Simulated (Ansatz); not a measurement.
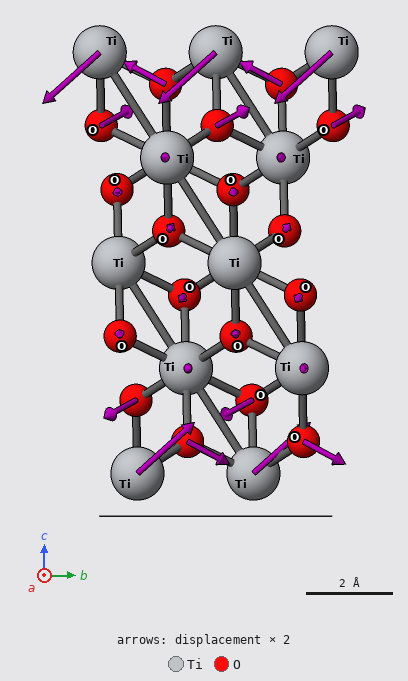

This is a relaxation of a slab of composition Ti5O8 (cut from the P4_2/mnm phase). The starting structure is drawn; purple arrows show the displacements, 2 times their true length.

A ball-and-stick model of the cell of the calculation, outlined in the plane, without the vacuum (origin shifted), seen along the a axis.

Case: (1 0 1) slab, atoms relaxed. The slab is the (1 0 1) face of TiO2.

All numbers below come from DFT PBEsol, scalar-relativistic, plane waves, PAW (Ansatz 0.2.0). Settings: plane-wave cutoff 420 eV; k-point mesh 6 × 5 × 1; occupations gaussian; smearing width 0.05 eV; no spin polarisation; dipole correction; atoms relaxed in a fixed cell; force threshold 0.02 eV/Å; at most 60 steps.

Q: What did the optimiser do to the structure, and how much energy did it gain?

A: The energy falls by 5.428 eV per cell of the calculation in 14 geometry steps. The largest force component goes from 2.6 to 0.013 eV/Å. The largest moves, 0.91 Å, are those of Ti atoms. By element the largest moves are Ti 0.91 Å, O 0.65 Å. The cell doesn't change. Some distances before and after: O–Ti 3.486 → 2.060 Å, Ti–Ti 3.564 → 2.943 Å, Ti–Ti 3.564 → 3.061 Å, O–Ti 1.942 → 2.152 Å. New bonds form, among them: O–Ti (3.49 → 2.06 Å). Bond angles that change, for instance: O–Ti–O 90.0° → 156.0°, Ti–O–Ti 130.8° → 94.3°, Ti–O–Ti 130.8° → 96.3°.
